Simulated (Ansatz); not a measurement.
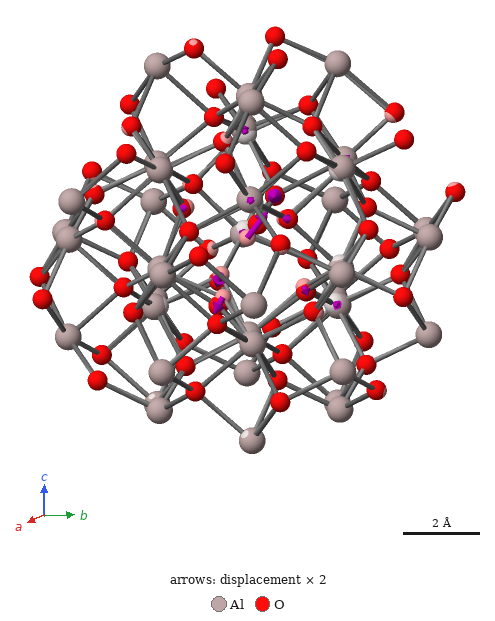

A relaxation of a defect cell of composition Al47O73 (cell charge +3). The starting structure is drawn faded, the final one solid; purple arrows show the displacements, magnified 2 times.

Style: ball-and-stick. Shown: the atoms within 5.8 Å of the atom that moves most (axes of the cell of the calculation (origin shifted)), from a free direction.

All numbers below come from Ansatz, DFT, PBEsol, PAW, plane waves. Settings: plane-wave cutoff 420 eV; k-point mesh 1 × 1 × 1; mesh shifted by (0.25, 0.25, 0.25); collinear spin; atoms relaxed in a fixed cell; force threshold 0.03 eV/Å; at most 80 steps.

**Describe the change and its energy.**

The atom that moves furthest is an O atom (0.45 Å along [−1 2 2]). Largest moves by element: O 0.45 Å, Al 0.20 Å. The cell stays as it was. Among the contacts that change: O–O 1.885 → 1.253 Å, Al–O 2.012 → 2.376 Å, Al–O 2.000 → 2.346 Å, Al–O 1.859 → 2.074 Å. New bonds form, among them: O–O (1.88 → 1.25 Å). Among the angles between lasting bonds that change: O–Al–O 101.6° → 87.6°, O–Al–O 90.5° → 79.1°, O–Al–O 85.8° → 96.3°. After 15 geometry steps the energy has fallen by 2.935 eV per cell of the calculation. Largest force component: 2.1 eV/Å at the start, 0.0034 eV/Å at the end. The program noted that the starting moments weren't kept. The run may lie on a higher electronic state than the lowest, so the end point isn't shown to be the ground-state structure. The run took 37 s on 1 × NVIDIA GB200 with 8 threads of Arm Neoverse-V2, peak memory 2.3 GiB.

Limits of the set-up: the cell is charged, on a uniform background, and energies carry no finite-size correction.
